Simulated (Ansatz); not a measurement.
## Geometry relaxation of C13H (part 2 of 4)

C13H (slab, 14 atoms in the cell); DFT PBEsol, scalar-relativistic, plane waves, PAW, spin-polarised (Ansatz 0.2.0); cutoff 420 eV, 11×8×1 k-mesh, Gaussian smearing of 0.05 eV, collinear spins. The structure derives from an entry of the Crystallography Open Database. The input holds or restrains some coordinates. It belongs to a series of runs on one base structure; here: CH put at a bridge C-C site.

Geometry of the input (Å; fractional positions):
```
2.5129  0.0000  0.0000
0.0000  3.5538  0.0000
0.0000  0.0000  26.3823
C  0.5000  0.0000  0.3222
C  0.0000  0.2500  0.3222
C  0.0000  0.5000  0.3698
C  0.5000  0.7500  0.3698
C  0.5000  0.0000  0.4174
C  0.0000  0.2500  0.4174
C  0.0000  0.5012  0.4649
C  0.5000  0.7488  0.4649
C  0.5000  0.0098  0.5137
C  0.0000  0.2402  0.5137
C  0.0000  0.5296  0.5537
C  0.5000  0.7204  0.5537
C  0.5000  0.5296  0.6060
H  0.5000  0.5296  0.6477
```

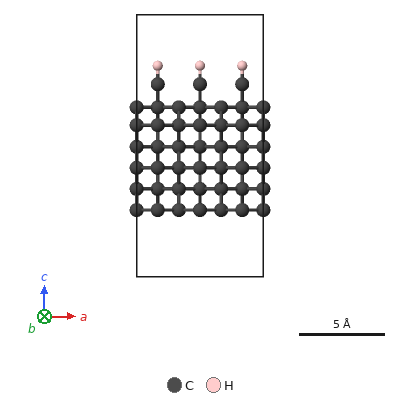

The starting structure (ball-and-stick view of the 3 × 1 repeat of the cell, with the vacuum cut short, along the b axis).

What the program printed, continued
```
SCF iter   1: F=—  HF=-3215.941161 eV  |F-HF|=—  |Δ(HF+E_count)|=         —  Δρ=4.03e-2 (↑4.02e-2 ↓4.03e-2)  dr2=2.22e1  dr2_m=1.09e-1  M=0.545 μB ∫|m|=0.671 μB  β_m=0.30  ethr=3.10e-3  p=-0.000 e·Å  D=-7.49e-7 V/Å  ΔV_dip=0.00 eV  dr2_dipole=5.31e0  V_vac-E_F(+/−)=7.92/7.92 eV  ⟨swp⟩=8.5  Hψ=14955  notcnv=0  defer=244
efield: sawtooth ramp at fractional position 0.9649 (placed from the atoms, in the widest stretch of the axis that holds none; the zero of the levels goes with the place), width 0.0400; the density the first Hamiltonian is built on has a dipole p = -0.000 e·Å; the dipole correction subtracts the counter field D = -7.49e-7 V/Å, which shifts the + side's vacuum level by +0.00 eV against the − side's; the planar-averaged density in the ramp window peaks in size at 9.0e-7 e/Å³
preconditioner: auto → Resta (q_TF=auto, 2.128 Å⁻¹)  ε∞=2.2  [insulator: Δε(μ)=0.082 eV  Ē_g=16.121 eV  σ=0.050 eV  W_gap=0.51  n_scr=34 (ndim 8)  ℏωp=17.6 eV  f_vac=0.575  D(μ)=2.54/eV (n_scr^D=10)  ε∞_Penn≈2.2  vacuum switching on, ρ_ref=1.9e-2 e/Å³]
spin=Collinear: Resta preconditioning applied to the charge; magnetization (m = ρ↑ − ρ↓) channel mixes plain (no charge-response kernel on spin).
SCF iter   2: F=—  HF=-3225.617493 eV  |F-HF|=—  |Δ(HF+E_count)|=    9.68e0  Δρ=5.45e-2 (↑4.48e-2 ↓5.45e-2)  dr2=3.81e2  dr2_m=1.56e-1  M=0.187 μB ∫|m|=0.270 μB  β_m=0.30  ethr=3.10e-3  p=0.537 e·Å  D=4.12e-1 V/Å  ΔV_dip=-10.88 eV  dr2_dipole=1.75e2  V_vac-E_F(+/−)=1.00/11.88 eV  ⟨swp⟩=8.9  Hψ=7748  notcnv=0  defer=518  κ⁻¹=1.0e0(r=1)
preconditioner: auto → LDOS  [metal: Δε(μ)=0.032 eV  Ē_g=15.222 eV  σ=0.050 eV  W_gap=0.34  n_scr=34 (ndim 8)  ℏωp=17.6 eV  f_vac=0.579  D(μ)=1.61/eV (n_scr^D=8)]
spin=Collinear: LDOS preconditioning applied to the charge; magnetization (m = ρ↑ − ρ↓) channel mixes plain (no charge-response kernel on spin).
SCF iter   3: F=—  HF=-3213.122766 eV  |F-HF|=—  |Δ(HF+E_count)|=    1.25e1  Δρ=2.50e-2 (↑2.43e-2 ↓2.50e-2)  dr2=4.95e0  dr2_m=3.89e-2  M=0.210 μB ∫|m|=0.327 μB  β_m=0.30  ethr=3.10e-3  p=0.001 e·Å  D=6.53e-4 V/Å  ΔV_dip=-0.02 eV  dr2_dipole=4.24e-1  V_vac-E_F(+/−)=6.88/6.90 eV  ⟨swp⟩=5.2  Hψ=5426  notcnv=0  defer=528  κ⁻¹=7.1e-4(r=2)
SCF iter   4: F=—  HF=-3211.920036 eV  |F-HF|=—  |Δ(HF+E_count)|=    1.20e0  Δρ=1.04e-2 (↑6.02e-3 ↓1.04e-2)  dr2=8.05e-1  dr2_m=4.45e-2  M=0.069 μB ∫|m|=0.201 μB  β_m=0.30  ethr=3.10e-3  p=0.005 e·Å  D=4.05e-3 V/Å  ΔV_dip=-0.11 eV  dr2_dipole=1.65e-3  V_vac-E_F(+/−)=5.44/5.55 eV  ⟨swp⟩=3.7  Hψ=5263  notcnv=0  defer=518  κ⁻¹=5.7e-5(r=3)
SCF iter   5: F=—  HF=-3211.844187 eV  |F-HF|=—  |Δ(HF+E_count)|=   7.58e-2  Δρ=5.14e-3 (↑3.92e-3 ↓5.14e-3)  dr2=2.91e-1  dr2_m=1.25e-2  M=0.158 μB ∫|m|=0.248 μB  β_m=0.30  ethr=1.52e-3  p=0.066 e·Å  D=5.04e-2 V/Å  ΔV_dip=-1.33 eV  dr2_dipole=1.12e-1  V_vac-E_F(+/−)=4.43/5.76 eV  ⟨swp⟩=3.5  Hψ=3347  notcnv=0  defer=520  κ⁻¹=3.1e-5(r=4)
SCF iter   6: F=—  HF=-3211.817496 eV  |F-HF|=—  |Δ(HF+E_count)|=   2.67e-2  Δρ=7.39e-3 (↑2.92e-3 ↓7.39e-3)  dr2=7.50e-1  dr2_m=2.63e-2  M=0.011 μB ∫|m|=0.128 μB  β_m=0.30  ethr=5.49e-4  p=0.146 e·Å  D=1.12e-1 V/Å  ΔV_dip=-2.95 eV  dr2_dipole=2.30e-1  V_vac-E_F(+/−)=3.15/6.10 eV  ⟨swp⟩=5.9  Hψ=4422  notcnv=0  defer=531  κ⁻¹=3.5e-6(r=5)
SCF iter   7: F=—  HF=-3211.801869 eV  |F-HF|=—  |Δ(HF+E_count)|=   1.56e-2  Δρ=3.31e-3 (↑2.29e-3 ↓3.31e-3)  dr2=6.53e-2  dr2_m=5.22e-3  M=0.096 μB ∫|m|=0.167 μB  β_m=0.30  ethr=5.49e-4  p=0.153 e·Å  D=1.18e-1 V/Å  ΔV_dip=-3.10 eV  dr2_dipole=3.48e-3  V_vac-E_F(+/−)=2.97/6.07 eV  ⟨swp⟩=3.3  Hψ=2873  notcnv=0  defer=513  κ⁻¹=3.4e-6(r=6)
SCF iter   8: F=—  HF=-3211.796746 eV  |F-HF|=—  |Δ(HF+E_count)|=   5.12e-3  Δρ=1.41e-3 (↑1.34e-3 ↓1.41e-3)  dr2=2.49e-2  dr2_m=2.07e-3  M=0.129 μB ∫|m|=0.189 μB  β_m=1.00  ethr=1.23e-4  p=0.160 e·Å  D=1.23e-1 V/Å  ΔV_dip=-3.24 eV  dr2_dipole=8.35e-3  V_vac-E_F(+/−)=2.78/6.02 eV  ⟨swp⟩=3.2  Hψ=3525  notcnv=0  defer=505  κ⁻¹=5.2e-7(r=7)
SCF iter   9: F=—  HF=-3211.809978 eV  |F-HF|=—  |Δ(HF+E_count)|=   1.32e-2  Δρ=3.97e-3 (↑1.23e-3 ↓3.97e-3)  dr2=5.36e-1  dr2_m=6.92e-3  M=0.015 μB ∫|m|=0.080 μB  β_m=0.30  ethr=4.71e-5  p=0.170 e·Å  D=1.31e-1 V/Å  ΔV_dip=-3.45 eV  dr2_dipole=2.32e-1  V_vac-E_F(+/−)=2.67/6.12 eV  ⟨swp⟩=3.7  Hψ=3473  notcnv=0  defer=500  κ⁻¹=1.3e-7(r=8)
SCF iter  10: F=—  HF=-3211.800776 eV  |F-HF|=—  |Δ(HF+E_count)|=   9.20e-3  Δρ=7.24e-4 (↑3.82e-4 ↓7.24e-4)  dr2=1.70e-2  dr2_m=4.36e-4  M=0.124 μB ∫|m|=0.171 μB  β_m=1.00  ethr=4.71e-5  p=0.159 e·Å  D=1.22e-1 V/Å  ΔV_dip=-3.22 eV  dr2_dipole=7.56e-3  V_vac-E_F(+/−)=2.78/6.00 eV  ⟨swp⟩=2.8  Hψ=2776  notcnv=0  defer=501  κ⁻¹=2.0e-7(r=8)
SCF iter  11: F=—  HF=-3211.801338 eV  |F-HF|=—  |Δ(HF+E_count)|=   5.62e-4  Δρ=7.75e-4 (↑3.53e-4 ↓7.75e-4)  dr2=3.82e-2  dr2_m=1.24e-4  M=0.130 μB ∫|m|=0.186 μB  β_m=1.00  ethr=3.20e-5  p=0.161 e·Å  D=1.24e-1 V/Å  ΔV_dip=-3.26 eV  dr2_dipole=1.61e-2  V_vac-E_F(+/−)=2.74/6.00 eV  ⟨swp⟩=2.4  Hψ=2887  notcnv=0  defer=490  κ⁻¹=6.9e-6(r=8)
SCF iter  12: F=—  HF=-3211.800768 eV  |F-HF|=—  |Δ(HF+E_count)|=   5.71e-4  Δρ=3.63e-4 (↑3.63e-4 ↓1.84e-4)  dr2=1.90e-3  dr2_m=1.42e-4  M=0.107 μB ∫|m|=0.171 μB  β_m=0.30  ethr=3.20e-5  p=0.162 e·Å  D=1.24e-1 V/Å  ΔV_dip=-3.28 eV  dr2_dipole=7.64e-4  V_vac-E_F(+/−)=2.73/6.01 eV  ⟨swp⟩=1.2  Hψ=2069  notcnv=0  defer=491  κ⁻¹=2.8e-6(r=8)
SCF iter  13: F=—  HF=-3211.800895 eV  |F-HF|=—  |Δ(HF+E_count)|=   1.28e-4  Δρ=5.65e-4 (↑2.90e-4 ↓5.65e-4)  dr2=3.86e-3  dr2_m=3.57e-4  M=0.093 μB ∫|m|=0.156 μB  β_m=0.30  ethr=3.59e-6  p=0.162 e·Å  D=1.24e-1 V/Å  ΔV_dip=-3.28 eV  dr2_dipole=1.69e-3  V_vac-E_F(+/−)=2.73/6.02 eV  ⟨swp⟩=2.3  Hψ=2888  notcnv=0  defer=491  κ⁻¹=7.6e-7(r=8)
SCF iter  14: F=—  HF=-3211.800973 eV  |F-HF|=—  |Δ(HF+E_count)|=   7.82e-5  Δρ=1.88e-4 (↑1.88e-4 ↓1.11e-4)  dr2=4.64e-4  dr2_m=4.41e-5  M=0.103 μB ∫|m|=0.166 μB  β_m=0.30  ethr=3.59e-6  p=0.161 e·Å  D=1.24e-1 V/Å  ΔV_dip=-3.26 eV  dr2_dipole=2.10e-4  V_vac-E_F(+/−)=2.75/6.01 eV  ⟨swp⟩=1.2  Hψ=2146  notcnv=0  defer=490  κ⁻¹=4.6e-7(r=8)
SCF iter  15: F=—  HF=-3211.801002 eV  |F-HF|=—  |Δ(HF+E_count)|=   2.90e-5  Δρ=2.19e-4 (↑1.60e-4 ↓2.19e-4)  dr2=2.32e-4  dr2_m=7.56e-5  M=0.098 μB ∫|m|=0.161 μB  β_m=1.20  ethr=8.76e-7  p=0.161 e·Å  D=1.24e-1 V/Å  ΔV_dip=-3.27 eV  dr2_dipole=9.87e-5  V_vac-E_F(+/−)=2.74/6.01 eV  ⟨swp⟩=1.9  Hψ=2475  notcnv=0  defer=491
Mixer restart at iter 15: flushing history
spin-set hold released at iteration 15 (site moments contracting): the magnetisation degrees of freedom join the quasi-Newton model from the next iteration; the mixer history was flushed
SCF iter  16: F=—  HF=-3211.801143 eV  |F-HF|=—  |Δ(HF+E_count)|=   1.40e-4  Δρ=3.58e-4 (↑1.39e-4 ↓3.58e-4)  dr2=6.21e-3  dr2_m=5.52e-5  M=0.087 μB ∫|m|=0.149 μB  β_m=0.65  ethr=4.37e-7  p=0.161 e·Å  D=1.24e-1 V/Å  ΔV_dip=-3.27 eV  dr2_dipole=2.69e-3  V_vac-E_F(+/−)=2.75/6.02 eV  ⟨swp⟩=2.1  Hψ=2908  notcnv=0  defer=490  recentre
density mixer auto → msr1: a metal under ldos (density of states about μ 0.75 of a free-electron gas's, 34 screened modes)
SCF iter  17: F=—  HF=-3211.801071 eV  |F-HF|=—  |Δ(HF+E_count)|=   7.18e-5  Δρ=2.71e-4 (↑1.17e-4 ↓2.71e-4)  dr2=1.72e-3  dr2_m=6.54e-5  M=0.093 μB ∫|m|=0.156 μB  β_m=0.82  ethr=4.37e-7  p=0.161 e·Å  D=1.24e-1 V/Å  ΔV_dip=-3.27 eV  dr2_dipole=7.46e-4  V_vac-E_F(+/−)=2.75/6.01 eV  ⟨swp⟩=1.7  Hψ=2052  notcnv=0  defer=489
SCF iter  18: F=—  HF=-3211.801087 eV  |F-HF|=—  |Δ(HF+E_count)|=   1.64e-5  Δρ=1.93e-4 (↑8.72e-5 ↓1.93e-4)  dr2=1.89e-3  dr2_m=1.55e-5  M=0.091 μB ∫|m|=0.155 μB  β_m=0.91  ethr=4.37e-7  p=0.161 e·Å  D=1.24e-1 V/Å  ΔV_dip=-3.26 eV  dr2_dipole=8.23e-4  V_vac-E_F(+/−)=2.75/6.02 eV  ⟨swp⟩=2.0  Hψ=2239  notcnv=0  defer=489
SCF iter  19: F=—  HF=-3211.801076 eV  |F-HF|=—  |Δ(HF+E_count)|=   1.17e-5  Δρ=4.72e-5 (↑3.78e-5 ↓4.72e-5)  dr2=7.33e-6  dr2_m=3.27e-6  M=0.095 μB ∫|m|=0.162 μB  β_m=0.88  ethr=4.25e-8  p=0.161 e·Å  D=1.23e-1 V/Å  ΔV_dip=-3.26 eV  dr2_dipole=2.09e-6  V_vac-E_F(+/−)=2.75/6.01 eV  ⟨swp⟩=35.5  Hψ=35728  notcnv=0
SCF iter  20: F=—  HF=-3211.801084 eV  |F-HF|=—  |Δ(HF+E_count)|=   8.38e-6  Δρ=7.09e-5 (↑7.09e-5 ↓6.75e-5)  dr2=1.56e-6  dr2_m=1.01e-5  M=0.093 μB ∫|m|=0.164 μB  β_m=0.94  ethr=1.38e-8  p=0.161 e·Å  D=1.23e-1 V/Å  ΔV_dip=-3.26 eV  dr2_dipole=6.15e-8  V_vac-E_F(+/−)=2.76/6.01 eV  ⟨swp⟩=20.2  Hψ=24445  notcnv=0
SCF iter  21: F=—  HF=-3211.801118 eV  |F-HF|=—  |Δ(HF+E_count)|=   3.44e-5  Δρ=1.64e-4 (↑1.64e-4 ↓1.57e-4)  dr2=3.86e-6  dr2_m=5.54e-5  M=0.092 μB ∫|m|=0.166 μB  β_m=0.90  ethr=2.95e-9  p=0.161 e·Å  D=1.23e-1 V/Å  ΔV_dip=-3.26 eV  dr2_dipole=1.29e-6  V_vac-E_F(+/−)=2.76/6.01 eV  ⟨swp⟩=19.0  Hψ=24061  notcnv=0  recentre
SCF iter  22: F=-3211.801337 eV  HF=-3211.801186 eV  |F-HF|=1.51e-4  |Δ(HF+E_count)|=   6.73e-5  Δρ=2.68e-4 (↑2.68e-4 ↓2.54e-4)  dr2=1.95e-6  dr2_m=1.47e-4  M=0.092 μB ∫|m|=0.174 μB  β_m=0.31  ethr=2.95e-9  p=0.161 e·Å  D=1.23e-1 V/Å  ΔV_dip=-3.26 eV  dr2_dipole=5.63e-7  V_vac-E_F(+/−)=2.76/6.01 eV  ⟨swp⟩=17.2  Hψ=23570  notcnv=0
SCF iter  23: F=-3211.802069 eV  HF=-3211.801496 eV  |F-HF|=5.73e-4  |Δ(HF+E_count)|=   3.10e-4  Δρ=5.24e-4 (↑5.24e-4 ↓4.98e-4)  dr2=1.20e-5  dr2_m=5.64e-4  M=0.091 μB ∫|m|=0.205 μB  β_m=0.28  ethr=2.95e-9  p=0.161 e·Å  D=1.23e-1 V/Å  ΔV_dip=-3.26 eV  dr2_dipole=4.33e-6  V_vac-E_F(+/−)=2.76/6.01 eV  ⟨swp⟩=17.9  Hψ=25102  notcnv=0
SCF iter  24: F=-3211.804761 eV  HF=-3211.802686 eV  |F-HF|=2.07e-3  |Δ(HF+E_count)|=   1.19e-3  Δρ=9.99e-4 (↑9.99e-4 ↓9.70e-4)  dr2=7.95e-5  dr2_m=2.09e-3  M=0.096 μB ∫|m|=0.266 μB  β_m=0.31  ethr=2.95e-9  p=0.161 e·Å  D=1.23e-1 V/Å  ΔV_dip=-3.25 eV  dr2_dipole=3.35e-5  V_vac-E_F(+/−)=2.76/6.01 eV  ⟨swp⟩=22.7  Hψ=29725  notcnv=0
SCF iter  25: F=-3211.811805 eV  HF=-3211.807191 eV  |F-HF|=4.61e-3  |Δ(HF+E_count)|=   4.51e-3  Δρ=1.80e-3 (↑1.80e-3 ↓1.77e-3)  dr2=1.80e-3  dr2_m=6.85e-3  M=0.097 μB ∫|m|=0.376 μB  β_m=0.23  ethr=2.95e-9  p=0.161 e·Å  D=1.23e-1 V/Å  ΔV_dip=-3.25 eV  dr2_dipole=7.86e-4  V_vac-E_F(+/−)=2.75/6.01 eV  ⟨swp⟩=5.2  Hψ=6946  notcnv=0
SCF iter  26: F=-3211.820120 eV  HF=-3211.822096 eV  |F-HF|=1.98e-3  |Δ(HF+E_count)|=   1.49e-2  Δρ=2.82e-3 (↑2.75e-3 ↓2.82e-3)  dr2=1.36e-2  dr2_m=1.65e-2  M=0.095 μB ∫|m|=0.550 μB  β_m=0.24  ethr=2.95e-9  p=0.160 e·Å  D=1.23e-1 V/Å  ΔV_dip=-3.25 eV  dr2_dipole=6.01e-3  V_vac-E_F(+/−)=2.75/5.99 eV  ⟨swp⟩=6.5  Hψ=8013  notcnv=0
SCF iter  27: F=-3211.844289 eV  HF=-3211.863266 eV  |F-HF|=1.90e-2  |Δ(HF+E_count)|=   4.12e-2  Δρ=3.56e-3 (↑3.33e-3 ↓3.56e-3)  dr2=3.20e-2  dr2_m=2.51e-2  M=0.091 μB ∫|m|=0.812 μB  β_m=0.68  ethr=2.95e-9  p=0.160 e·Å  D=1.23e-1 V/Å  ΔV_dip=-3.24 eV  dr2_dipole=1.43e-2  V_vac-E_F(+/−)=2.74/5.98 eV  ⟨swp⟩=6.7  Hψ=9294  notcnv=0  defer=8
SCF iter  28: F=-3211.898017 eV  HF=-3211.940018 eV  |F-HF|=4.20e-2  |Δ(HF+E_count)|=   7.68e-2  Δρ=2.68e-3 (↑1.97e-3 ↓2.68e-3)  dr2=3.85e-2  dr2_m=1.10e-2  M=0.091 μB ∫|m|=1.164 μB  β_m=0.47  ethr=2.95e-9  p=0.156 e·Å  D=1.20e-1 V/Å  ΔV_dip=-3.15 eV  dr2_dipole=1.66e-2  V_vac-E_F(+/−)=2.75/5.90 eV  ⟨swp⟩=7.7  Hψ=11108  notcnv=0  defer=104
SCF iter  29: F=-3211.839382 eV  HF=-3211.887416 eV  |F-HF|=4.80e-2  |Δ(HF+E_count)|=   5.26e-2  Δρ=4.35e-3 (↑4.35e-3 ↓3.67e-3)  dr2=7.52e-2  dr2_m=3.09e-2  M=0.091 μB ∫|m|=1.617 μB  β_m=0.96  ethr=2.95e-9  p=0.152 e·Å  D=1.17e-1 V/Å  ΔV_dip=-3.08 eV  dr2_dipole=3.00e-2  V_vac-E_F(+/−)=2.75/5.82 eV  ⟨swp⟩=7.4  Hψ=12245  notcnv=0  defer=504  recentre
SCF iter  30: F=-3211.862952 eV  HF=-3211.849931 eV  |F-HF|=1.30e-2  |Δ(HF+E_count)|=   3.75e-2  Δρ=3.50e-3 (↑3.04e-3 ↓3.50e-3)  dr2=9.25e-3  dr2_m=2.29e-2  M=0.099 μB ∫|m|=0.747 μB  β_m=0.96  ethr=2.95e-9  p=0.154 e·Å  D=1.19e-1 V/Å  ΔV_dip=-3.13 eV  dr2_dipole=2.21e-3  V_vac-E_F(+/−)=2.75/5.88 eV  ⟨swp⟩=8.5  Hψ=13342  notcnv=0  defer=388  recentre
SCF iter  31: F=-3211.903205 eV  HF=-3211.924842 eV  |F-HF|=2.16e-2  |Δ(HF+E_count)|=   7.49e-2  Δρ=2.63e-3 (↑2.63e-3 ↓2.55e-3)  dr2=2.73e-2  dr2_m=1.38e-2  M=0.091 μB ∫|m|=1.105 μB  β_m=0.82  ethr=2.95e-9  p=0.151 e·Å  D=1.16e-1 V/Å  ΔV_dip=-3.06 eV  dr2_dipole=1.12e-2  V_vac-E_F(+/−)=2.75/5.81 eV  ⟨swp⟩=7.6  Hψ=11686  notcnv=0  defer=496
SCF iter  32: F=-3211.919996 eV  HF=-3211.932864 eV  |F-HF|=1.29e-2  |Δ(HF+E_count)|=   8.02e-3  Δρ=2.33e-3 (↑2.33e-3 ↓2.14e-3)  dr2=1.83e-2  dr2_m=1.04e-2  M=0.091 μB ∫|m|=1.154 μB  β_m=0.64  ethr=2.95e-9  p=0.145 e·Å  D=1.11e-1 V/Å  ΔV_dip=-2.94 eV  dr2_dipole=7.24e-3  V_vac-E_F(+/−)=2.75/5.69 eV  ⟨swp⟩=6.1  Hψ=8517  notcnv=0  defer=496
SCF iter  33: F=-3211.933947 eV  HF=-3211.945505 eV  |F-HF|=1.16e-2  |Δ(HF+E_count)|=   1.26e-2  Δρ=1.73e-3 (↑1.57e-3 ↓1.73e-3)  dr2=1.31e-2  dr2_m=5.60e-3  M=0.091 μB ∫|m|=1.229 μB  β_m=0.66  ethr=2.95e-9  p=0.141 e·Å  D=1.08e-1 V/Å  ΔV_dip=-2.85 eV  dr2_dipole=5.50e-3  V_vac-E_F(+/−)=2.75/5.60 eV  ⟨swp⟩=6.2  Hψ=8429  notcnv=0  defer=496
SCF iter  34: F=-3211.931931 eV  HF=-3211.945112 eV  |F-HF|=1.32e-2  |Δ(HF+E_count)|=   3.92e-4  Δρ=1.82e-3 (↑1.55e-3 ↓1.82e-3)  dr2=1.46e-2  dr2_m=5.86e-3  M=0.091 μB ∫|m|=1.225 μB  β_m=0.40  ethr=2.95e-9  p=0.141 e·Å  D=1.09e-1 V/Å  ΔV_dip=-2.86 eV  dr2_dipole=6.05e-3  V_vac-E_F(+/−)=2.75/5.62 eV  ⟨swp⟩=3.6  Hψ=5540  notcnv=0  defer=496  recentre
SCF iter  35: F=-3211.956301 eV  HF=-3211.956049 eV  |F-HF|=2.52e-4  |Δ(HF+E_count)|=   1.09e-2  Δρ=5.16e-4 (↑5.16e-4 ↓4.30e-4)  dr2=3.79e-4  dr2_m=4.37e-4  M=0.094 μB ∫|m|=1.341 μB  β_m=0.53  ethr=2.95e-9  p=0.126 e·Å  D=9.70e-2 V/Å  ΔV_dip=-2.56 eV  dr2_dipole=3.65e-10  V_vac-E_F(+/−)=2.76/5.32 eV  ⟨swp⟩=6.6  Hψ=9603  notcnv=0  defer=496
SCF iter  36: F=-3211.956619 eV  HF=-3211.957104 eV  |F-HF|=4.86e-4  |Δ(HF+E_count)|=   1.06e-3  Δρ=2.11e-4 (↑8.11e-5 ↓2.11e-4)  dr2=4.22e-4  dr2_m=2.47e-5  M=0.092 μB ∫|m|=1.380 μB  β_m=0.57  ethr=2.95e-9  p=0.124 e·Å  D=9.55e-2 V/Å  ΔV_dip=-2.52 eV  dr2_dipole=1.37e-4  V_vac-E_F(+/−)=2.76/5.28 eV  ⟨swp⟩=5.5  Hψ=8893  notcnv=0  defer=492
SCF iter  37: F=-3211.957031 eV  HF=-3211.957091 eV  |F-HF|=5.99e-5  |Δ(HF+E_count)|=   1.37e-5  Δρ=1.04e-4 (↑9.34e-5 ↓1.04e-4)  dr2=9.00e-5  dr2_m=9.09e-6  M=0.093 μB ∫|m|=1.379 μB  β_m=0.65  ethr=2.95e-9  p=0.123 e·Å  D=9.47e-2 V/Å  ΔV_dip=-2.50 eV  dr2_dipole=5.32e-6  V_vac-E_F(+/−)=2.76/5.26 eV  ⟨swp⟩=4.1  Hψ=5075  notcnv=0  defer=492
SCF iter  38: F=-3211.956924 eV  HF=-3211.957083 eV  |F-HF|=1.59e-4  |Δ(HF+E_count)|=   8.24e-6  Δρ=6.94e-5 (↑6.30e-5 ↓6.94e-5)  dr2=1.22e-4  dr2_m=7.78e-6  M=0.094 μB ∫|m|=1.371 μB  β_m=0.65  ethr=2.95e-9  p=0.123 e·Å  D=9.48e-2 V/Å  ΔV_dip=-2.50 eV  dr2_dipole=5.21e-5  V_vac-E_F(+/−)=2.76/5.27 eV  ⟨swp⟩=4.2  Hψ=5682  notcnv=0  defer=492  recentre
SCF iter  39: F=-3211.957081 eV  HF=-3211.957098 eV  |F-HF|=1.74e-5  |Δ(HF+E_count)|=   1.54e-5  Δρ=3.91e-5 (↑2.88e-5 ↓3.91e-5)  dr2=2.21e-5  dr2_m=3.50e-7  M=0.093 μB ∫|m|=1.377 μB  β_m=0.60  ethr=2.95e-9  p=0.124 e·Å  D=9.49e-2 V/Å  ΔV_dip=-2.50 eV  dr2_dipole=2.17e-6  V_vac-E_F(+/−)=2.76/5.27 eV  ⟨swp⟩=25.8  Hψ=28555  notcnv=0
SCF iter  40: F=-3211.957097 eV  HF=-3211.957098 eV  |F-HF|=6.70e-7  |Δ(HF+E_count)|=   7.03e-8  Δρ=1.39e-5 (↑1.39e-5 ↓1.30e-5)  dr2=2.28e-6  dr2_m=8.50e-8  M=0.093 μB ∫|m|=1.376 μB  ethr=2.95e-9  p=0.124 e·Å  D=9.50e-2 V/Å  ΔV_dip=-2.51 eV  dr2_dipole=2.02e-7  V_vac-E_F(+/−)=2.76/5.27 eV  ⟨swp⟩=20.1  Hψ=24173  notcnv=0
```
